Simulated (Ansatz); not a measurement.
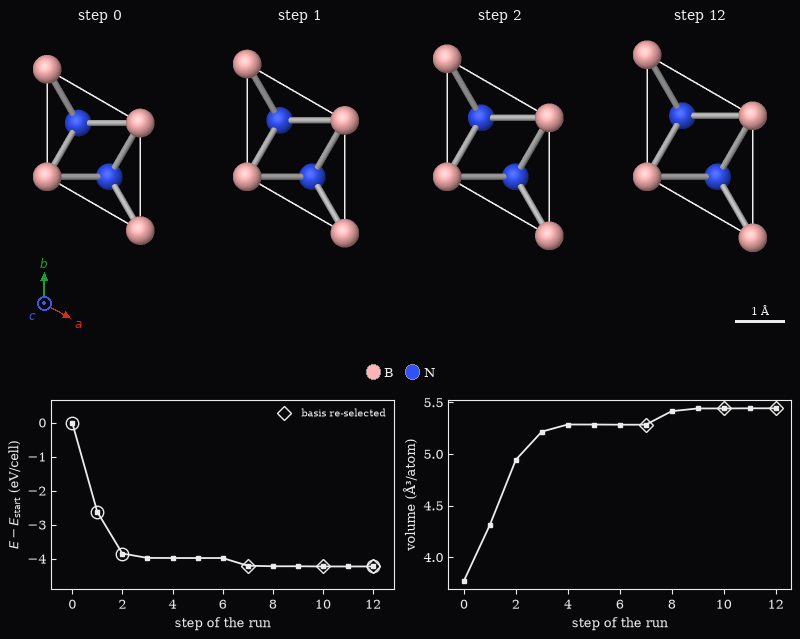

Frames of a relaxation of a crystal of BN (built on the NiAs type), marked on the history of the run. A ball-and-stick model of the cell of the calculation, seen along the c axis.

These are results of Ansatz 0.2.0, DFT, PBE, plane waves, PAW, not measurements. Settings: plane-wave cutoff 420 eV; k-point mesh 12 × 12 × 6; occupations fermi dirac; smearing width 0.02 eV; no spin polarisation; cell and atoms relaxed; force threshold 0.005 eV/Å.

Q: What happens along the run?

A: No atom moves by more than 0.005 Å relative to the cell. The volume changes by +44.3 %, with a = b 2.203 → 2.500 Å (+13.5 %), c 3.590 → 4.022 Å (+12.0 %). Near-neighbour distances that change, for instance: B–B 1.795 → 2.011 Å, B–N 1.557 → 1.759 Å. The space group stays P6_3/mmc (No. 194). The energy falls by 4.224 eV per cell of the calculation in 9 accepted moves (12 points after the start). All forces vanish by symmetry, so only the cell relaxes. Pressure: 270.94 GPa at the start and 0.00 GPa at the end. The SCF was repeated 3 times at an unchanged geometry on a basis and grid sized afresh for the cell, which shifted the energy by 0.225 eV per cell of the calculation at most. Cost: 6.9 s on 2 threads of Arm Neoverse V2, on a shared host, peak memory 0.3 GiB. From step 0 to 1: volume +14.4 %, energy −2.622 eV per cell of the calculation. From step 1 to 2: volume +14.6 %, energy −1.222 eV per cell of the calculation. From step 2 to 12: volume +10.1 %, energy −0.380 eV per cell of the calculation.
